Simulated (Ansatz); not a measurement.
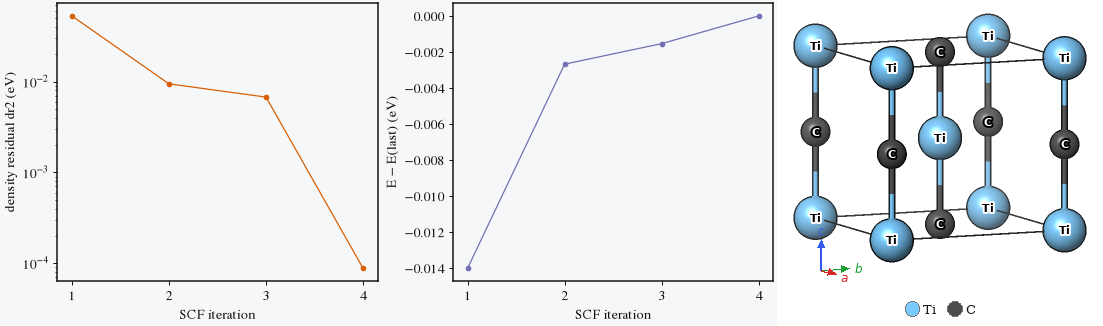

Beside the plot: the structure in its conventional cell.

The plot shows the SCF iterations of a calculation: density residual dr2, Harris–Foulkes energy less its last value. The starting density is a sum of atomic densities corrected by a trained network.

TiC (2 atoms in the cell), run with Ansatz.

```
crystal:
  lattice:
    - [0.0, 2.5009971389, 1.6256481403]
    - [2.5009971389, 0.0, 1.6256481403]
    - [2.5009971389, 2.5009971389, 0.0]
  atoms:
    - { symbol: Ti, position: [0.0, 0.0, 0.0] }
    - { symbol: C, position: [0.5, 0.5, 0.5] }
  symmetry: { detect: false }
kpoints:
  mp_grid: { grid: [26, 26, 26] }
hamiltonian:
  xc: lda
scf:
  occupations: { method: cold, width: 0.01 }
output:
  forces: true
  eigenvalues: true
  stress: true
```

Launched with:
```bash
ansatz run input.yaml --threads 1 --pin off --max-ram 2560MiB --backend cpu --events-out ev --progress --plain --runs-dir out
```

### Did the calculation converge?

It was still iterating, at step 4, when the time limit ended it. The residual goes from 0.05 at the first step to 9 × 10⁻⁵ at the last.

### Read the residual at the first and at the last step drawn.

It starts near 0.05 and ends near 9 × 10⁻⁵ eV.
